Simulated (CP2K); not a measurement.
**Energy of GaN along an even scaling of the cell**

System: GaN (2 atoms in the cell).
Method: Kohn-Sham DFT of a periodic cell, PBEsol, GTH-PBE with UZH-TZVP basis, no spin polarisation (CP2K 2026.2).

The 6 runs differ only in the geometry, by an even scaling of the cell at fixed fractional positions. The structure derives from a Materials Project entry.

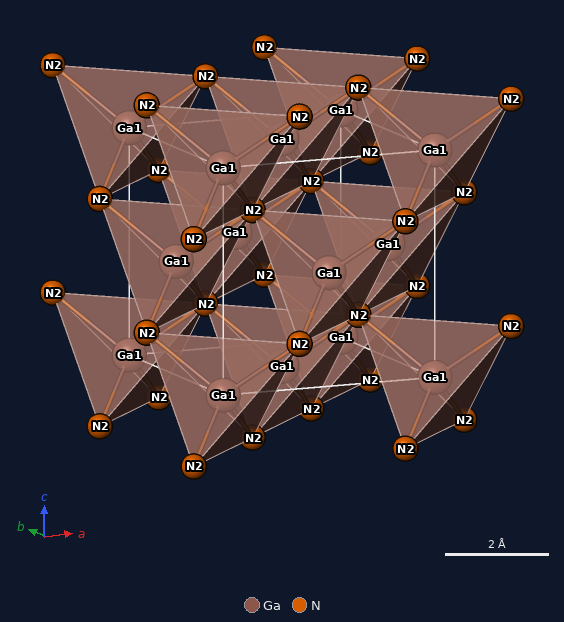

Figure 1. The structure of run 4 (polyhedral view of the cell 4 times as large as that of the calculation, set on its symmetry axes, seen slightly off an axis; polyhedra are completed across the faces of the cell; atoms are numbered from 1 in the order of the input).

## Input of run 4
```
&GLOBAL
  PROJECT gan_eos
  RUN_TYPE ENERGY_FORCE
  PRINT_LEVEL LOW
&END GLOBAL
&FORCE_EVAL
  METHOD QS
  STRESS_TENSOR ANALYTICAL
  &DFT
    BASIS_SET_FILE_NAME BASIS_MOLOPT_UZH
    POTENTIAL_FILE_NAME POTENTIAL_UZH
    WFN_RESTART_FILE_NAME previous-RESTART.kp
    &MGRID
      CUTOFF 450
      REL_CUTOFF 60
      NGRIDS 5
    &END MGRID
    &QS
      METHOD GPW
      EPS_DEFAULT 1.0E-9
    &END QS
    &KPOINTS
      SCHEME MONKHORST-PACK 10 10 10
      GAMMA_CENTERED T
      SYMMETRY T
      SYMMETRY_BACKEND SPGLIB
    &END KPOINTS
    &SCF
      SCF_GUESS RESTART
      EPS_SCF 1.0E-6
      MAX_SCF 100
      ADDED_MOS 10
      CHOLESKY OFF
      EPS_EIGVAL 1.0E-7
      &DIAGONALIZATION ON
        ALGORITHM STANDARD
      &END DIAGONALIZATION
      &MIXING ON
        METHOD BROYDEN_MIXING
        ALPHA 0.4
        BETA 1.5
        NBUFFER 8
      &END MIXING
      &SMEAR ON
        METHOD FERMI_DIRAC
        ELECTRONIC_TEMPERATURE [K] 580.226
      &END SMEAR
    &END SCF
    &XC
      &XC_FUNCTIONAL
        &GGA_X_PBE_SOL
        &END GGA_X_PBE_SOL
        &GGA_C_PBE_SOL
        &END GGA_C_PBE_SOL
      &END XC_FUNCTIONAL
    &END XC
    &PRINT
      &KPOINTS ON
      &END KPOINTS
      &MULLIKEN ON
      &END MULLIKEN
      &MO ON
        ENERGIES T
        OCCUPATION_NUMBERS T
        &EACH
          QS_SCF 0
        &END EACH
        ADD_LAST NUMERIC
      &END MO
    &END PRINT
  &END DFT
  &SUBSYS
    &CELL
      ABC 3.2080372411 3.2080372411 3.2080372412
      ALPHA_BETA_GAMMA 59.9999999994 59.9999999998 59.9999999994
      PERIODIC XYZ
    &END CELL
    &COORD
      SCALED
      Ga  0.0000000000 0.0000000000 0.0000000000
      N   0.2500000000 0.2500000000 0.2500000000
    &END COORD
    &KIND Ga
      BASIS_SET TZVP-MOLOPT-PBE-GTH-q13
      POTENTIAL GTH-PBE-q13
    &END KIND
    &KIND N
      BASIS_SET TZVP-MOLOPT-PBE-GTH-q5
      POTENTIAL GTH-PBE-q5
    &END KIND
    &PRINT
      &ATOMIC_COORDINATES ON
      &END ATOMIC_COORDINATES
      &CELL ON
      &END CELL
    &END PRINT
  &END SUBSYS
  &PRINT
    &FORCES ON
    &END FORCES
    &STRESS_TENSOR ON
    &END STRESS_TENSOR
  &END PRINT
&END FORCE_EVAL
```

Command:
```bash
OMP_NUM_THREADS=2 cp2k.psmp -i gan_eos.inp -o gan_eos.out
```

Run 3 has the same physical settings and fractional positions; its lattice vectors (Å) are:
```
   3.165542    0.000000    0.000000
   1.582771    2.741440    0.000000
   1.582771    0.913813    2.584654
```

## Results, with one run withheld

```csv
run,volume per atom (Å³),"free energy per atom, from the lowest run given (meV)",pressure (GPa),gap on the mesh (eV)
1,10.757,38.14,15.39,1.98
2,10.986,16.48,10.28,1.84
3,11.215,?,?,?
4,11.673,0.00,−1.94,1.46
5,11.902,5.14,−5.20,1.34
6,12.131,14.70,−8.13,1.22
```

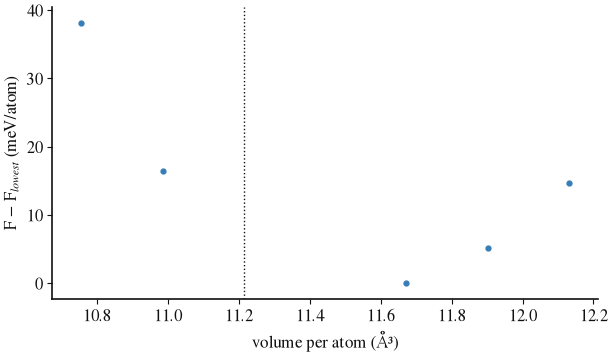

Figure 2. Free energy per atom of the runs given; the dotted line marks run 3.

Estimate the energy of run 3 from the others.

A cubic polynomial in V^(−2/3) (the Birch–Murnaghan form), fitted to the 5 runs given, misses them by at most 0.24 meV per atom. With x = V^(−2/3) − 0.19663 Å⁻², it reads F = −1.2134 + 482.42 x + 4.1937e+05 x² + 6.7741e+06 x³ (meV per atom). At run 3 it gives 4.06 meV per atom, and the run itself gives 5.08. The slope of the fit gives a pressure −dF/dV of 5.97 GPa there, and the run prints 5.76 GPa. Energies and printed pressures part between runs 1 and 2: the energies differ there by 3.4 meV per atom from what the pressures give, and by at most 0.1 in the other intervals. A smooth fit can't follow such a step, as when the grid or the electronic state changes between two volumes. The fit has its minimum at 11.520 Å³ per atom, where V d²F/dV² gives 194 GPa: the bulk modulus at this level, since symmetry fixes the shape and the positions. The gap on the mesh goes, without turning, from 1.98 eV in run 1 to 1.22 eV in run 6; run 3 has 1.71 eV. These are gaps of this functional on this mesh, which can miss the band edges; they aren't the measured gap.

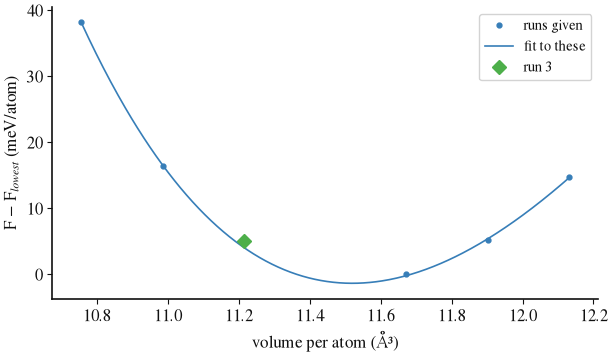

Figure 3. The fit and the withheld run.

## Some lines of the output (run 3)
```
[...]
 MO| E(Fermi):            0.257334 a.u.          7.002417 eV
 MO| Band gap:            0.202227 a.u.          5.502884 eV
 MO| Band gap:            0.230158 a.u.          6.262922 eV
 MO| Band gap:            0.257444 a.u.          7.005419 eV
 MO| Band gap:            0.244243 a.u.          6.646199 eV
 MO| Band gap:            0.229112 a.u.          6.234446 eV
 MO| Band gap:            0.237256 a.u.          6.456072 eV
 MO| Band gap:            0.256527 a.u.          6.980459 eV
 MO| Band gap:            0.274927 a.u.          7.481135 eV
 MO| Band gap:            0.282126 a.u.          7.677037 eV
 MO| Band gap:            0.230110 a.u.          6.261603 eV
 MO| Band gap:            0.237567 a.u.          6.464524 eV
 MO| Band gap:            0.250852 a.u.          6.826026 eV
 MO| Band gap:            0.263979 a.u.          7.183234 eV
```
